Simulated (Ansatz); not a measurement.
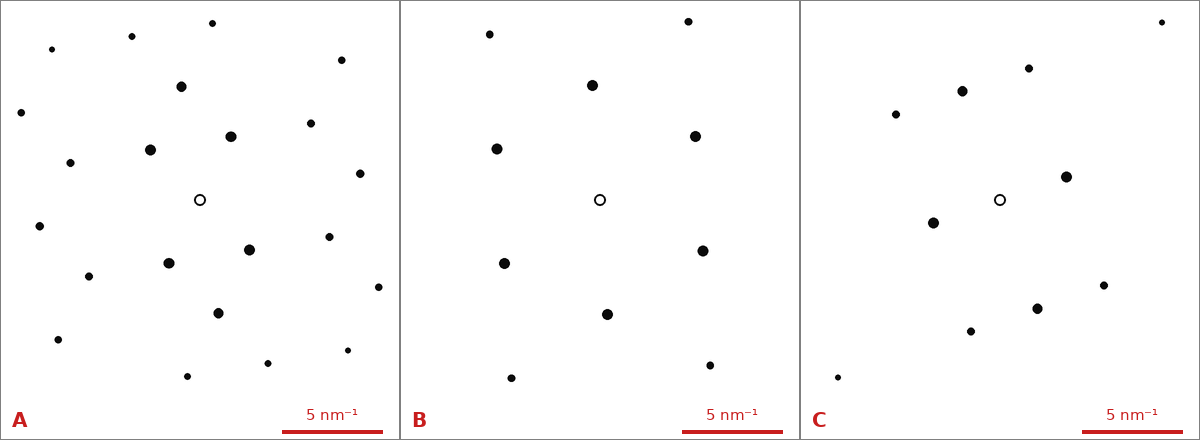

The patterns are kinematic simulations for 300 kV electrons (no multiple scattering; isotropic B = 0.5 Å²).

All three come from Co, space group Fd-3m (No. 227), a = 4.925 Å. Structure: the end point of a relaxation with DFT, PBE, plane waves (420 eV) with PAW, scalar-relativistic (Ansatz); the starting structure was generated, so it need not be a known form of this composition.

```
atom  site  symmetry       x       y       z
  Co    8b      -43m  0.2500  0.2500  0.7500
```

**Assign the zone axes [110], [111], [211] to A, B and C.**

A is [110]: centred rectangular net of -1 1 -1 at d = 2.84 Å and -1 1 1 at d = 2.84 Å, at 70.5°. B is [111]: hexagonal net of -2 2 0 at d = 1.74 Å and -2 0 2 at d = 1.74 Å, at 60.0°. C is [211]: rectangular net of -1 1 1 at d = 2.84 Å and 0 -2 2 at d = 1.74 Å, at 90.0°.
